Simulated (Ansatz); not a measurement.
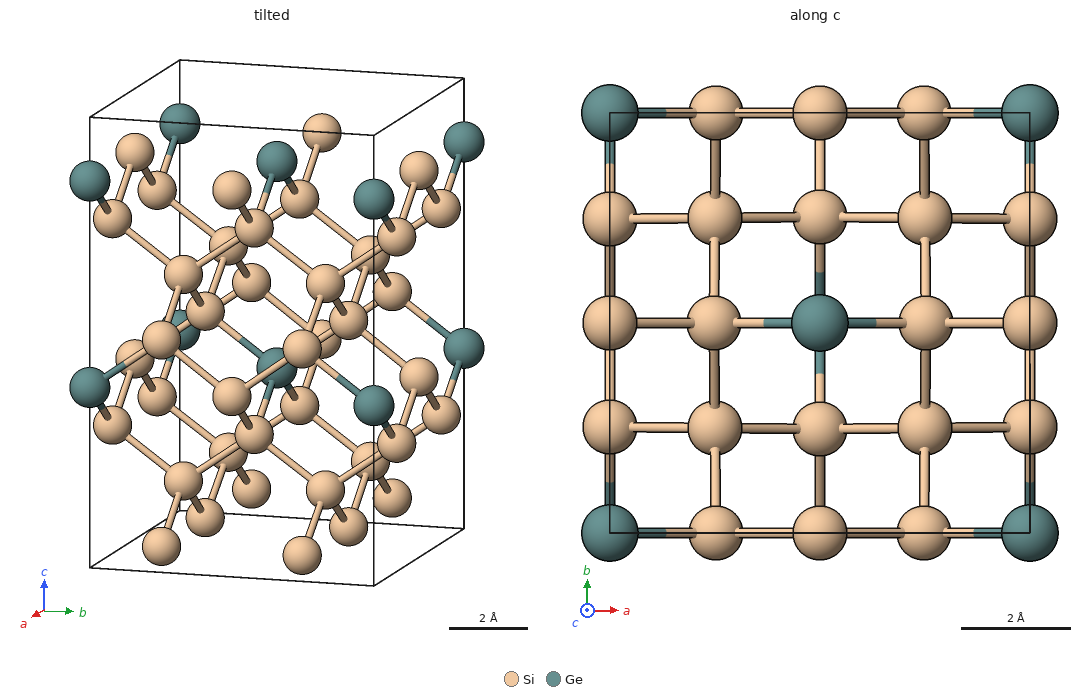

Drawn in the ball-and-stick manner and seen slightly off an axis and along the c axis. The parallelepiped is the conventional unit cell. Cell: a = 7.733 Å, b = 7.733 Å, c = 11.936 Å, α = 90.00°, β = 90.00°, γ = 90.00°.

The solid is Si7Ge. The structure has Cmm2 (No. 35) symmetry and a base-centred orthorhombic lattice. It has 32 atoms to the cell (28 Si, 4 Ge). Ge takes two kinds of site: 2a with two Si in a bent arrangement at about 2.4 Å; 2a with four Si in a tetrahedral arrangement at about 2.4 Å. With all contacts inside bonding distance counted, the coordination numbers are Si 2 to 4 (mean 3.6). The bonds build Si7Ge layers parallel to (001).

The cell started as a structure listed in the Materials Project. The cell was then strained or its atoms displaced on purpose. It was run through Ansatz as a DFT input.

At this level of theory the run's own cell isn't at rest (forces up to 1.9 eV/Å), so its distances can differ from those at equilibrium, the more so the softer the solid.
